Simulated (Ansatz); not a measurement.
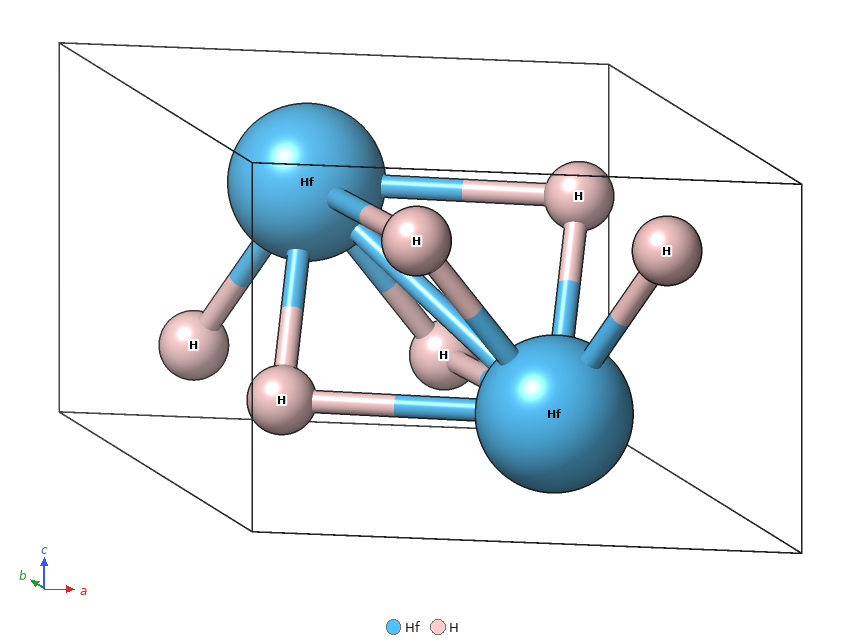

Shown here is a ball-and-stick view of the crystal, taken slightly off an axis. The conventional unit cell is drawn as a box. Cell: a = 4.73 Å, b = 4.73 Å, c = 3.21 Å, α = 90.00°, β = 90.00°, γ = 120.00°.

Provenance: a structure listed in the Materials Project. Earlier steps of the study may have refined or changed the cell and positions. Ansatz was used for an electronic-structure calculation on it.

Characterise what is shown.

Answer. Chemical formula HfH3. Symmetry: P6_3/mmc (No. 194), primitive hexagonal lattice. The cell has 8 atoms, namely 2 Hf, 6 H. Coordination numbers (contacts within bonding distance): Hf 20 and H 4.

Level of theory and settings: DFT r2SCAN, scalar-relativistic, plane waves, PAW in Ansatz, E_cut = 500 eV, a 9×9×12 sampling of the Brillouin zone, Gaussian smearing of 0.1 eV, no spin polarisation.

Predict the gap.

Answer. A metal: bands cross the Fermi level.

Predict the Bader charges.

Answer. Hf +1.77 e; H -0.59 e.

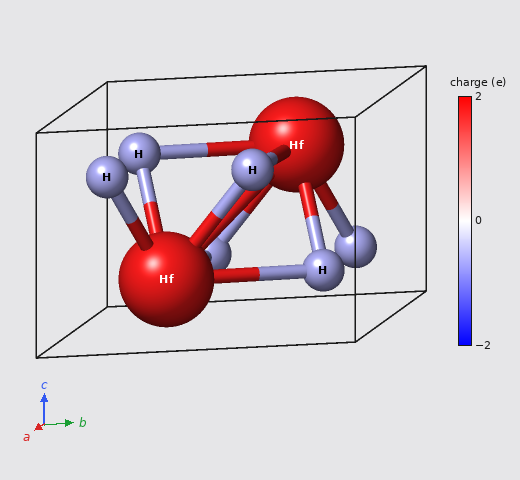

The atoms coloured by those charges. The run's cell of 8 atoms is drawn.

Does this geometry sit at a stationary point of the energy?

Answer. Yes. All forces vanish to within 0.01 eV/Å. The pressure is 0.0 GPa, close to zero.
